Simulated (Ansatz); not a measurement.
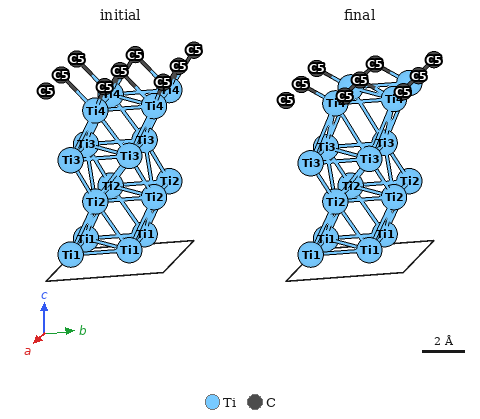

The structure of a slab of composition Ti$_{4}$C (cut from the P6_3/mmc phase) before (left) and after (right) a constrained relaxation, at one scale.

A ball-and-stick model of the 2 × 2 repeat of the cell, outlined in the plane, without the vacuum, seen slightly off an axis.

Case: C put at a hollow Ti-Ti-Ti site. The slab is the (0 0 1) face of Ti with C on it. 2 atoms are held fixed.

The calculation used DFT r2SCAN, scalar-relativistic, plane waves, PAW (Ansatz 0.2.0).

The input:
```yaml
crystal:
  lattice:
    - [2.9357969433, 0.0, 0.0]
    - [-1.4678984717, 2.5424747333, 0.0]
    - [0.0, 0.0, 25.9542893605]
  atoms:
    - { symbol: Ti, position: [0.6666666667, 0.3333333333, 0.3274988531] }
    - { symbol: Ti, position: [0.3333333333, 0.6666666667, 0.4168134331] }
    - { symbol: Ti, position: [0.6666666667, 0.3333333333, 0.5098111432] }
    - { symbol: Ti, position: [0.3333333333, 0.6666666667, 0.592827389] }
    - { symbol: C, position: [0.0, 0.0, 0.6567859885] }
basis:
  ecutwfc: 500
kpoints:
  mp_grid: { grid: [12, 12, 1] }
hamiltonian:
  xc: r2scan
scf:
  occupations: { method: gaussian, width: 0.1 }
output:
  forces: true
  eigenvalues: true
  write_density: true
  write_potential: true
  elf: true
  volumetric_format: npy
relax:
  adjacent_minimum: "off"
  f_tol: 0.03
  max_steps: 70
  constraints: [{ sites: [0, 1] }]
efield:
  axis: 3
  dipole_correction: true
  ramp_width: 0.04
```

Launched with:
```bash
ansatz run input.yaml --threads 1 --pin off --max-ram 2560MiB --backend cpu --events-out ev --progress --plain --runs-dir out
```

Question: Describe what moved and what it gained.

Answer: The largest move is that of C5, 0.47 Å along the normal (−c). Largest moves by element: C 0.47 Å, Ti 0.36 Å. The cell stays as it was. Among the contacts that change: Ti4–C5 2.372 → 1.887 Å, Ti3–Ti4 2.741 → 3.156 Å, Ti2–Ti3 2.949 → 2.828 Å. Among the angles between lasting bonds that change: Ti4–C5–Ti4 76.4° → 102.1°. After 5 geometry steps the energy has fallen by 1.898 eV per cell of the calculation. Largest force component: 3.4 eV/Å at the start, 0.0084 eV/Å at the end.

Limits of the set-up: the periodic images lie only 2.9 Å apart, so the values are limited by the cell's size.
